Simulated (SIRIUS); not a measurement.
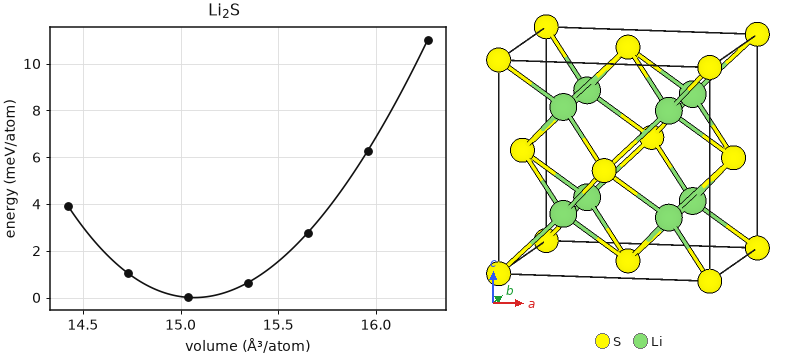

The figure shows the energy against volume for Li₂S, space group Fm-3m (No. 225). The conventional cell is drawn beside the plot.

Starting cell:
```
CELL_PARAMETERS angstrom
0.00000 2.84450 2.84450
2.84450 0.00000 2.84450
2.84450 2.84450 0.00000
ATOMIC_POSITIONS crystal
S 0.00000 0.00000 0.00000
Li 0.75000 0.75000 0.75000
Li 0.25000 0.25000 0.25000
```

Method: plane-wave DFT, no spin polarisation; energies at scaled volumes of the given cell, shape and fractions fixed, counted from the fit's minimum, third-order Birch-Murnaghan fit (SIRIUS 7.12.0). Level: PBEsol.

- k mesh: 8×8×8
- occupations: Fermi–Dirac
- smearing width: 0.05 eV
- potentials: dojo sr pbesol 0.4.1 standard
- wave cutoff: 1030 eV
- density cutoff: 4119 eV

This calculation gives: equilibrium volume 15.07 Å³/atom and bulk modulus 42.2 GPa.

Now Li is replaced by Na on all its sites, which gives Na₂S in the same structure. The second calculation uses wave cutoff 1202.199 eV and k mesh 7×7×7. Predict the effect.

The equilibrium volume rises from 15.07 to 22.94 Å³/atom (+52 %) and the bulk modulus falls from 42.2 to 29.6 GPa (−30 %).

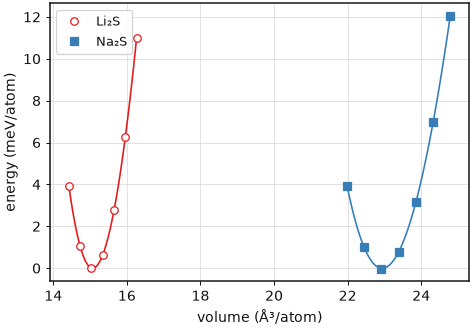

The two results together.

V0 and the bulk modulus come from third-order Birch–Murnaghan fits.
